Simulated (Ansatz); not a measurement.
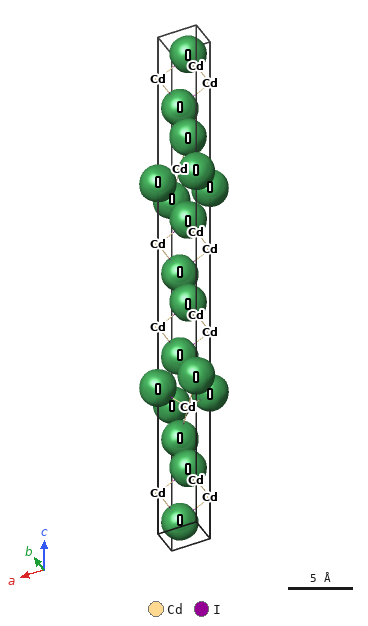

Figure. CdI2. Isosurface of the electron localisation function at 0.65 (green), seen at an oblique angle. Only the valence region is drawn (cores and ρ < 0.01 e/Å³ removed). Sticks mark near contacts.

Space group P-3m1; a structure from a database of computed crystals, not necessarily the ambient phase; started from the database structure prototype, which need not be the ambient phase.

Computed with DFT, PBE with spin-orbit coupling, plane waves, PAW (Ansatz).

**What do the ELF domains correspond to?**

At this value the surface marks out twelve regions wrapped around I (the valence shell of each), counted in one cell of 18 atoms. Any copies at cell faces, edges or corners count once. Profiles from the grid: Cd–I (2.99 Å): the ELF is about 0.45 at the midpoint and 0.15 at its lowest between the atoms.

**Does the calculation give a band gap?**

It is gapped, with a Kohn–Sham gap of 2.0 eV on the k-point mesh (the band edges may lie off the mesh, which would make the gap smaller).
